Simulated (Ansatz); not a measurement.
## Pt: geometry relaxation (part 2 of 2)

Pt (P6₃/mmc, 2 atoms in the cell); DFT LDA, scalar-relativistic, plane waves, PAW, no spin polarisation (Ansatz 0.2.0); cutoff 420 eV, 18×18×10 k-mesh, Fermi–Dirac smearing of 0.15 eV. The structure derives from a Materials Project entry. It belongs to a series of runs on one base structure; here: cell and atoms relaxed tightly for response.

Geometry of the input (Å; fractional positions):
```
2.7080  0.0000  0.0000
-1.3540  2.3452  0.0000
0.0000  0.0000  4.6782
Pt 0.6667  0.3333  0.7500
Pt 0.3333  0.6667  0.2500
```

### Output, continued
```
SCF iter   1: F=—  HF=-24489.968649 eV  |F-HF|=—  |Δ(HF+E_count)|=         —  Δρ=1.36e-5  dr2=6.46e-9  ethr=8.82e-9  ⟨swp⟩=4.1  Hψ=34874  notcnv=0
SCF iter   2: F=—  HF=-24489.968649 eV  |F-HF|=—  |Δ(HF+E_count)|=   1.44e-7  Δρ=6.91e-6  dr2=1.45e-9  ethr=1.79e-11  ⟨swp⟩=2.1  Hψ=7595  notcnv=0
SCF iter   3: F=—  HF=-24489.968649 eV  |F-HF|=—  |Δ(HF+E_count)|=  9.53e-10  Δρ=6.76e-7  dr2=3.34e-11  ethr=4.03e-12  ⟨swp⟩=2.3  Hψ=8876  notcnv=0
iter 4 did not close the SCF: its close was put off for the readings that it lacked (scf_convergence_deferred on its scf_iter line)
SCF iter   4: F=-24489.968649 eV  HF=-24489.968649 eV  |F-HF|=0.00e0  |Δ(HF+E_count)|=  3.64e-12  Δρ=7.13e-8  dr2=3.59e-13  ethr=9.28e-14 (applied; sched 1.00e-12)  ⟨swp⟩=2.3  Hψ=8646  notcnv=0
iter 5 did not close the SCF: its close was put off for the readings that it lacked (scf_convergence_deferred on its scf_iter line)
SCF iter   5: F=-24489.968649 eV  HF=-24489.968649 eV  |F-HF|=1.09e-11  |Δ(HF+E_count)|=  1.09e-11  Δρ=9.13e-9  dr2=1.88e-14  ethr=2.22e-15 (applied; sched 1.00e-12)  ⟨swp⟩=1.0  Hψ=4886  notcnv=0
iter 6 did not close the SCF: its close was put off for the readings that it lacked (scf_convergence_deferred on its scf_iter line)
SCF iter   6: F=-24489.968649 eV  HF=-24489.968649 eV  |F-HF|=3.64e-12  |Δ(HF+E_count)|=  7.28e-12  Δρ=2.15e-9  dr2=1.05e-15  ethr=2.22e-15 (applied; sched 1.00e-12)  ⟨swp⟩=1.0  Hψ=4884  notcnv=0
iter 7 did not close the SCF: its close was put off for the readings that it lacked (scf_convergence_deferred on its scf_iter line)
SCF iter   7: F=-24489.968649 eV  HF=-24489.968649 eV  |F-HF|=7.28e-12  |Δ(HF+E_count)|=  1.09e-11  Δρ=2.87e-10  dr2=1.55e-17  ethr=2.22e-15 (applied; sched 1.00e-12)  ⟨swp⟩=1.0  Hψ=4884  notcnv=0
SCF iter   8: F=-24489.968649 eV  HF=-24489.968649 eV  |F-HF|=1.46e-11  |Δ(HF+E_count)|=  1.09e-11  Δρ=1.02e-10  dr2=1.27e-18  ethr=1.00e-12  ⟨swp⟩=1.0  Hψ=10656  notcnv=0
SCF 5 converged in 8 iterations: F = -24489.968649 eV  dr2 = 1.27e-18
relax step   5: F+E_penalty+E_count = -24489.96864887 eV  Δ(F+E_penalty+E_count) = -2.197e-5 eV  max|allowed force component| = 3.701e-17 eV/Å  Δτ_max = 0.0000 Å  P = -0.004 GPa  Ω = 29.773 Å³  stress off target by 3.98e-3 GPa  SCF on the basis re-selected at this cell (its energy is not comparable with the rows above)  (8 SCF iters)
```

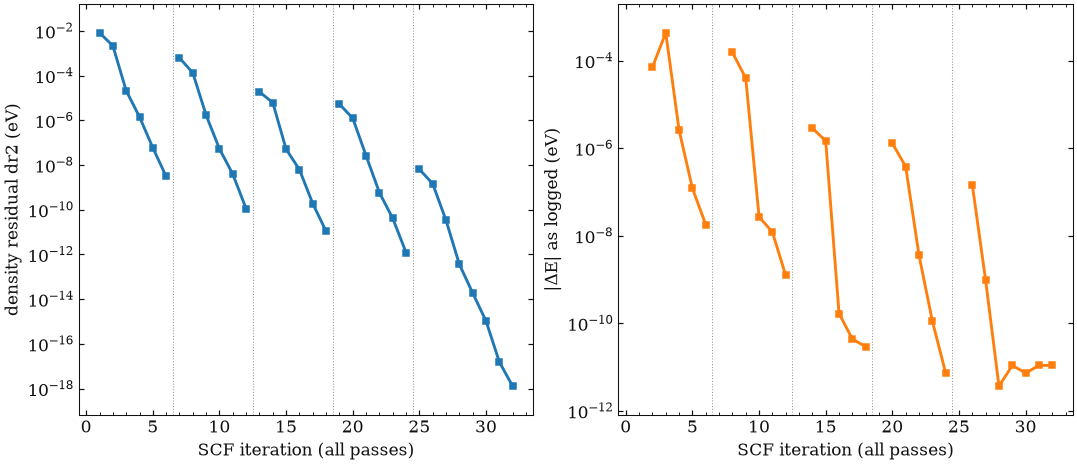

Figure 1. Convergence of the self-consistent field: density residual dr2 and size of the energy change against the SCF iteration. The dotted lines part the SCF passes of the relaxation: geometry steps, rejected trials and re-solves on a re-selected basis. The 5 passes take 6 to 8 iterations each, 32 in all.

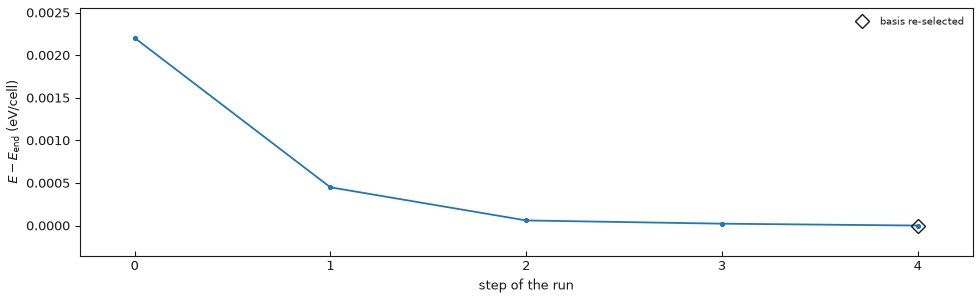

Figure 2. Progress of the relaxation, step by step (the first geometry is step 0 here and step 1 in the log).

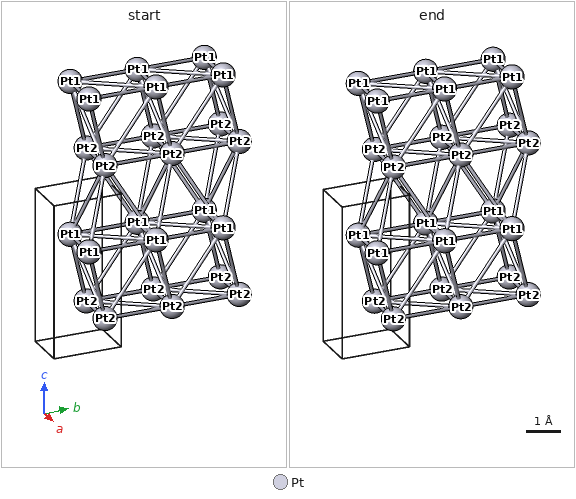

Figure 3. Before (left) and after (right) the relaxation, at one scale (ball-and-stick view of the cell of the calculation, repeated 2 × 3 × 2, seen slightly off an axis). The atoms keep their places relative to the cell (all moves are under 0.005 Å). Cell: a = b 2.708 → 2.721 Å (+0.5 %), c 4.678 → 4.644 Å (−0.7 %). Volume +0.2 %. Distances before and after: Pt1–Pt1 2.708 → 2.721 Å, Pt1–Pt2 2.813 → 2.803 Å. The space group stays P6_3/mmc (No. 194). After 3 geometry steps the energy has fallen by 2.2 meV per cell of the calculation. All forces vanish by symmetry, so only the cell relaxes. The pressure goes from 0.88 to 0.00 GPa. A last SCF at the same geometry on a re-selected plane-wave basis shifts the energy by next to nothing (0.0 meV per cell of the calculation). (Atoms are counted from 1 in the order of the input.)

```
basis re-selected at this cell: Δ(F+E_penalty+E_count) = -2.197e-5 eV, ΔP = -0.001 GPa vs the last step (what re-selecting the basis moved, of the pressure what is left beyond the Pulay correction that the steps carried, after the strain that the cell walked since its last selection, with what the two solves' SCF thresholds leave and, on support functions, any second-order correction that the steps lacked; it is no measure of the basis error at this ecutwfc). This SCF's stress stands 3.98e-3 GPa from its target on what of the cell is left free (relax.cell.stress_tol is 1.00e-2 GPa) and its largest allowed force component is 3.70e-17 eV/Å (relax.f_tol is 1.00e-3 eV/Å): within both
SCF converged after 8 iterations
Free energy (F): -24489.968649 eV
Harris-Foulkes:  -24489.968649 eV  (|F-HF|=1.46e-11)
Internal energy: -24489.741992 eV  (E = F + TS)
E sigma→0 (E₀):  -24489.855320 eV
Entropy (-TS):   -0.226657 eV (-113.329 meV/atom)
Fermi energy:    23.445251 eV
--- Per-component energies (eV) ---
  E_band       = -258.038683
  E_kinetic    = 1278.371302
  E_local      = -2905.812041  (includes V_loc(G=0)·N_el)
  E_nonlocal   = 413.970977
  E_hartree    = 1075.876830
  E_xc         = -521.542250
  E_vxc        = -606.474929  (∫ρ·V_xc dr)
  E_paw        = -18355.418268  (= ΣΔE_a)
  E_vpaw       = -589.847986  (= ΣTr[D̂ρ^β])
  E_aug_tail   = 0.000334  (compensation charges beyond the density's cutoff)
  E_ewald      = -5476.116614
  E_core_change = 0.927739  (= ΣΔE_core)
  E_smearing   = -0.226657  (= −TS)
  E_closure    = 0.000000  (closes the sum)
  Σ components = -24489.968649   (vs F -24489.968649, Δ=0.00e0)
--- Forces (eV/Å), atoms counted from 1 ---
  atom   1  Pt     0.00000000    -0.00000000     0.00000000
  atom   2  Pt     0.00000000     0.00000000     0.00000000
  max |Σ_I F_I| component: 9.25e-18 eV/Å
--- Stress (GPa, compression-positive) ---
       -0.003975       0.000000       0.000000
       -0.000000      -0.003975       0.000000
        0.000000       0.000000      -0.002665
  P = ⅓ Tr σ = -0.0035 GPa (-0.035 kbar)
--- Band table (eV; the first three rows and the last of 222) ---
  k-point 0: bands = ["-75.2232", "-75.1950", "-29.4978", "-29.1753", "-29.1753", "-29.1200", "-29.1200", "-29.0604", "12.9963", "15.7766", "19.1770", "19.6560", "19.6560", "20.0927", "20.0927", "21.2962", "21.2962", "22.5164", "23.1634", "23.1634", "28.6465", "38.3450"]
  k-point 1: bands = ["-75.2225", "-75.1957", "-29.4874", "-29.1740", "-29.1740", "-29.1214", "-29.1214", "-29.0713", "13.0907", "15.7699", "19.1485", "19.6363", "19.6363", "20.0606", "20.0606", "21.3760", "21.3760", "22.0864", "23.1469", "23.1469", "29.2389", "38.0495"]
  k-point 2: bands = ["-75.2205", "-75.1977", "-29.4570", "-29.1701", "-29.1701", "-29.1253", "-29.1253", "-29.1031", "13.3663", "15.7329", "19.0744", "19.5965", "19.5965", "19.9740", "19.9740", "21.1559", "21.5900", "21.5900", "23.0888", "23.0888", "30.6645", "37.6549"]
  k-point 221: bands = ["-75.1762", "-75.1762", "-29.5078", "-29.5078", "-29.4599", "-29.4599", "-29.1678", "-29.1678", "17.7568", "17.7568", "18.4528", "18.4528", "19.4183", "19.4183", "20.8023", "20.8023", "23.2131", "23.2131", "30.1686", "30.1686", "30.2633", "30.2633"]
--- Relaxed structure (4 steps of the walk, 4 accepted, 1 SCFs on fresh bases) ---
  F+E_penalty+E_count = -24489.96864887 eV   max|allowed force component| = 3.701e-17 eV/Å   (the final SCF, on the basis selected at the relaxed cell)
  cell:  # Å, volume = 29.7729 Å³
    - [2.7209011778363097, 0.0, 0.0]
    - [-1.3604505889181548, 2.3563695411932453, 0.0]
    - [0.0, 0.0, 4.643705006118328]
  atoms:
    - { symbol: Pt, position: [0.6666666666666666, 0.33333333333333326, 0.75] }
    - { symbol: Pt, position: [0.33333333333333326, 0.6666666666666665, 0.25] }
```

### Trajectory as extended XYZ (Å, eV, eV/Å), 5 frames, from step=1 to step=5
```
2
Lattice="2.7080 0.0000 0.0000 -1.3540 2.3452 0.0000 0.0000 0.0000 4.6782" Properties=species:S:1:pos:R:3:forces:R:3 step=1 energy=-24489.96645 pressure_GPa=0.88
Pt    1.3540    0.7817    3.5086    0.0000   0.0000   0.0000
Pt    0.0000    1.5634    1.1695    0.0000   0.0000   0.0000
2
Lattice="2.7248 0.0000 0.0000 -1.3624 2.3598 0.0000 0.0000 0.0000 4.6476" Properties=species:S:1:pos:R:3:forces:R:3 step=2 energy=-24489.96820 pressure_GPa=-1.11
Pt    1.3624    0.7866    3.4857    0.0000   0.0000   0.0000
Pt    0.0000    1.5732    1.1619    0.0000   0.0000   0.0000
2
Lattice="2.7211 0.0000 0.0000 -1.3605 2.3565 0.0000 0.0000 0.0000 4.6382" Properties=species:S:1:pos:R:3:forces:R:3 step=3 energy=-24489.96859 pressure_GPa=0.29
Pt    1.3605    0.7855    3.4787    0.0000   0.0000   0.0000
Pt    0.0000    1.5710    1.1596    0.0000   0.0000   0.0000
2
Lattice="2.7209 0.0000 0.0000 -1.3605 2.3564 0.0000 0.0000 0.0000 4.6437" Properties=species:S:1:pos:R:3:forces:R:3 step=4 energy=-24489.96863 pressure_GPa=-0.00
Pt    1.3605    0.7855    3.4828    0.0000   0.0000   0.0000
Pt    0.0000    1.5709    1.1609    0.0000   0.0000   0.0000
2
Lattice="2.7209 0.0000 0.0000 -1.3605 2.3564 0.0000 0.0000 0.0000 4.6437" Properties=species:S:1:pos:R:3:forces:R:3 step=5 energy=-24489.96865 pressure_GPa=-0.00
Pt    1.3605    0.7855    3.4828    0.0000   0.0000   0.0000
Pt    0.0000    1.5709    1.1609    0.0000   0.0000   0.0000
```
